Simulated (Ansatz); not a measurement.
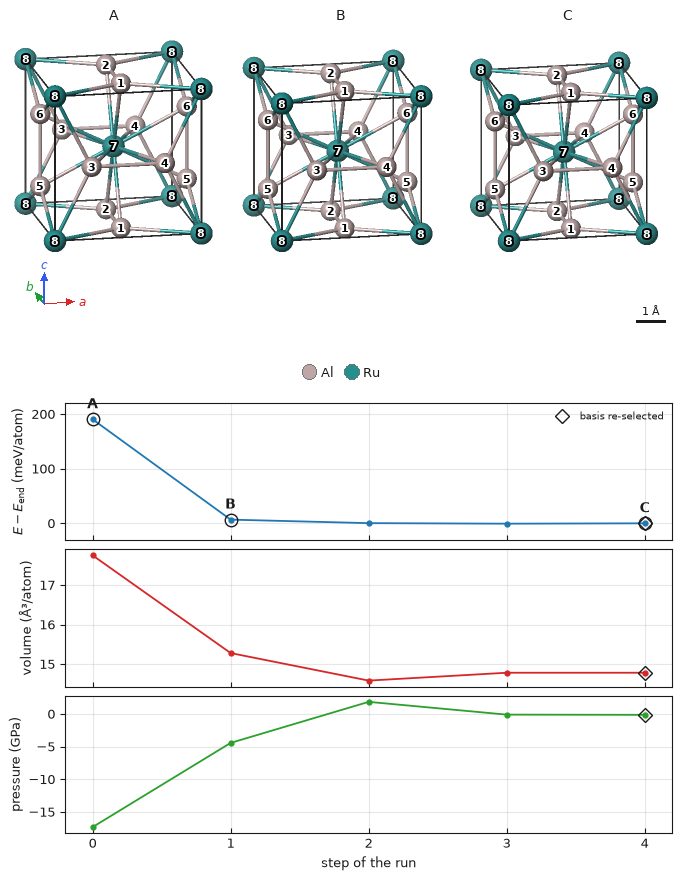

Frames of a relaxation of solid Al3Ru (a generated structure, set up in Pm-3n) (coarse preliminary run), marked on the history of the run. Style: ball-and-stick. Shown: the cell of the calculation, slightly off an axis.

All numbers below come from DFT PBE, scalar-relativistic, plane waves, PAW in Ansatz.

Input
```yaml
crystal:
  lattice:
    - [5.21713753, 0.0, 0.0]
    - [0.0, 5.21713753, 0.0]
    - [0.0, 0.0, 5.21713753]
  atoms:
    - { symbol: Al, position: [0.5, 0.25, 0.0] }
    - { symbol: Al, position: [0.5, 0.75, 0.0] }
    - { symbol: Al, position: [0.25, 0.0, 0.5] }
    - { symbol: Al, position: [0.75, 0.0, 0.5] }
    - { symbol: Al, position: [0.0, 0.5, 0.25] }
    - { symbol: Al, position: [0.0, 0.5, 0.75] }
    - { symbol: Ru, position: [0.5, 0.5, 0.5] }
    - { symbol: Ru, position: [0.0, 0.0, 0.0] }
basis:
  ecutwfc: 420
kpoints:
  mp_grid: { grid: [4, 4, 4] }
hamiltonian:
  xc: pbe
scf:
  occupations: { method: gaussian, width: 0.1 }
  lower_state_search: "off"
output:
  forces: true
  stress: true
  eigenvalues: true
relax:
  adjacent_minimum: "off"
  f_tol: 0.04
  max_steps: 70
  cell: { stress_tol: 0.4 }
```

Command:
```bash
ansatz run input.yaml --threads 1 --pin off --max-ram 2560MiB --backend cpu --events-out ev --progress --plain --runs-dir out
```

**What happens along the run?**

No atom moves by more than 0.005 Å relative to the cell. The drawn cell changes as follows: a = b = c 5.217 → 4.908 Å (−5.9 %); the volume changes by −16.7 %. Some distances before and after: Al1–Ru7 2.916 → 2.744 Å, Al1–Al2 2.609 → 2.454 Å. The space group stays Pm-3n (No. 223). After 3 accepted moves (4 points after the start) the energy has fallen by 190 meV per atom. All forces vanish by symmetry, so only the cell relaxes. The pressure goes from −17.32 to −0.13 GPa. The SCF was repeated once at an unchanged geometry on a basis and grid sized afresh for the cell, which shifted the energy by 0.7 meV per atom at most. The run took 14 s on 1 thread of Arm Neoverse V2, with other jobs on the host, peak memory 0.37 GiB. From step 0 to 1: volume −13.9 %, energy −184 meV per atom. From step 1 to 4: volume −3.3 %, energy −6.8 meV per atom.
